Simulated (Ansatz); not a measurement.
W

```yaml
crystal:
  lattice:
    - [1.49492, 2.58929, 0.00000]
    - [-1.49492, 2.58929, 0.00000]
    - [-1.49492, 0.86309, 4.21966]
  atoms:
    - { symbol: W, position: [0.25000, 0.50000, 0.75000] }
    - { symbol: W, position: [0.75000, 0.50000, 0.25000] }
```

Space group R-3m; built by placing these elements on a known structure type.

Computed with DFT, PAW plane waves, r2SCAN (Ansatz 0.2.0).

### What can the converged valence pseudo-density and electron localisation function tell about the bonding?

W–W (2.73 Å): the density is about 0.43 e/Å³ at the midpoint; the ELF is about 0.40 at the midpoint.
W–W (2.99 Å): ρ is about 0.29 e/Å³ halfway; the ELF is about 0.35 at the midpoint.

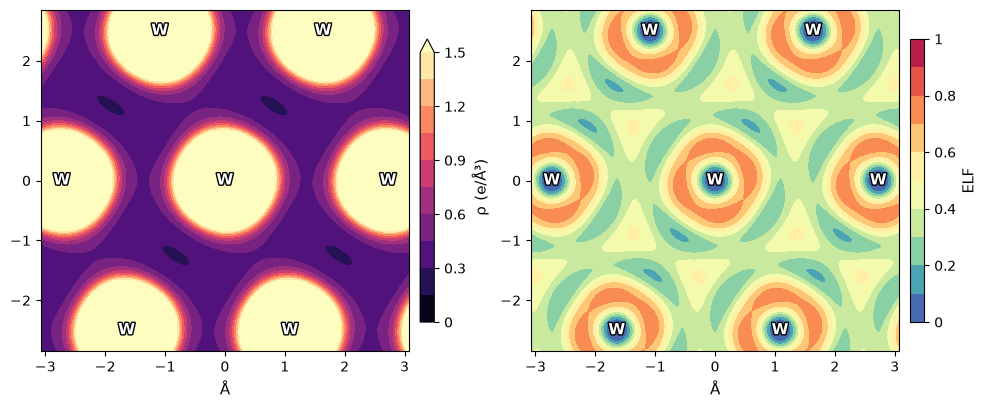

Computed valence pseudo-density and electron localisation function on the (111) plane of the calculation cell, in this order. 

The density is the valence pseudo-density of a PAW calculation; it isn't the true density close to the nuclei.
